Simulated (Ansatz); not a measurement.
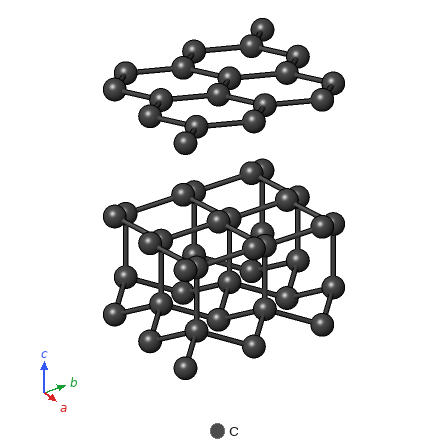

System: F on a slab of content C. The picture shows the clean slab (repeated in the plane, vacuum cut away).

Structure:
```
CELL_PARAMETERS angstrom
2.49880 0.00000 0.00000
-1.24940 2.16400 0.00000
0.00000 0.00000 21.68350
ATOMIC_POSITIONS crystal
C 0.66667 0.33333 0.39200
C 0.33333 0.66667 0.41611
C 0.33333 0.66667 0.48795
C 0.66667 0.33333 0.50321
C 0.66667 0.33333 0.64725
C 0.33333 0.66667 0.64745
```

How it was computed, with Ansatz 0.2.0: energy and height of an adatom over a grid of places on the top face of the given rigid slab, only its height relaxed, places count in fractions of the surface's own cell from its highest atom, energies count from the lowest place, plane waves with PAW datasets, Γ-centred k mesh. Level: PBEsol, collinear spin.

| setting | value |
| --- | --- |
| wave cutoff | 420 eV |
| k mesh | 12×12×1 |
| occupations | Gaussian |
| smearing width | 0.05 eV |
| boundary | dipole corrected |
| surface cell | (1, 1) |

What does the calculation give for the energy of the adatom over the surface cell, seen from above?

The lowest grid place is (0, 0) in fractions of the surface cell, with the adatom 1.69 Å high; the highest is (0, 0.5), 0.26 eV above it, at a height of 1.71 Å. The adsorption energy at the lowest place is −1.04 eV, counted from the clean slab and the free adsorbate.

Energy above the lowest place (eV); rows: first fraction, columns: second fraction:
```tsv
	0	0.25	0.5	0.75
0	0.00	0.05	0.26	0.05
0.25	0.05	0.05	0.04	0.04
0.5	0.26	0.10	0.26	0.04
0.75	0.05	0.10	0.10	0.05
```

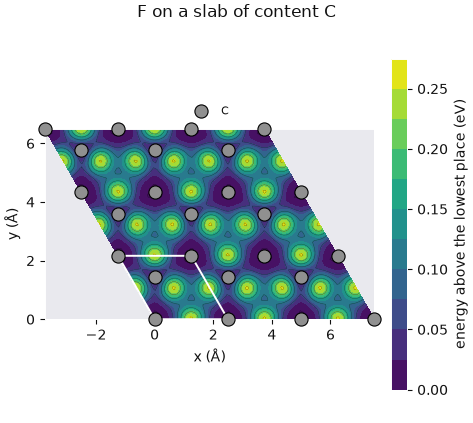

The map is interpolated from a 4×4 grid and repeated; circles mark the atoms within 1 Å of the top, the white lines the surface cell, whose origin is the highest atom.

Caveats: a crossing between the sampled k points may be missed; in this field the vacuum level falls below the Fermi level; xc potential rough in thin density.
